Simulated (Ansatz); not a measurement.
```
Zn Si P
1.0
     5.37341    0.00000    0.00000
     0.00000    5.37341    0.00000
     0.00000    0.00000   10.46006
Zn Si P
4 4 8
Cartesian
  0.0000 0.0000 0.0000
  2.6867 2.6867 5.2300
  0.0000 2.6867 2.6150
  2.6867 0.0000 7.8450
  0.0000 0.0000 5.2300
  2.6867 2.6867 0.0000
  2.6867 0.0000 2.6150
  0.0000 2.6867 7.8450
  1.4334 1.3434 1.3075
  4.1201 4.0301 6.5375
  1.2533 1.3434 6.5375
  3.9401 4.0301 1.3075
  4.0301 1.2533 3.9225
  1.3434 3.9401 9.1526
  1.3434 4.1201 3.9225
  4.0301 1.4334 9.1526
```

Space group I-42d; a structure from a database of computed crystals, not necessarily the ambient phase.

Level of theory: DFT r2SCAN, scalar-relativistic, plane waves, PAW (Ansatz 0.2.0).

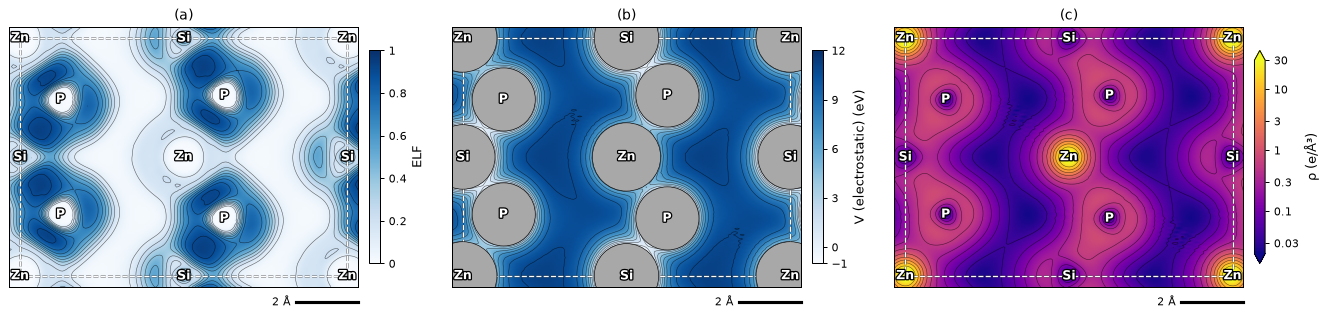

ZnSiP2. (a) ELF; (b) electrostatic potential energy of an electron; (c) valence charge density (pseudo) on the (11̄0) plane of the conventional cell. Grey discs cover the atomic cores in the potential map.

Core electrons are frozen (PAW), and the valence fields are smoothed inside the atomic spheres.

> Describe what can be read from this map.

The section cuts through Zn, Si and P sites. Si–P (2.26 Å): ρ at the midpoint is about 0.7 e/Å³; the ELF peaks at about 0.95 between the atoms (localised, covalent bonding). Zn–P (2.36 Å): ρ at the midpoint is about 0.51 e/Å³; the ELF peaks at about 0.95 in the valence shell of P, 0.8 Å from its nucleus, and is about 0.65 at the midpoint. Between the atoms the lowest density in this plane is 0.02 e/Å³. Outside the cores the potential energy rises away from the atoms and is highest about 2.3 Å from the nearest atoms; its zero is arbitrary.
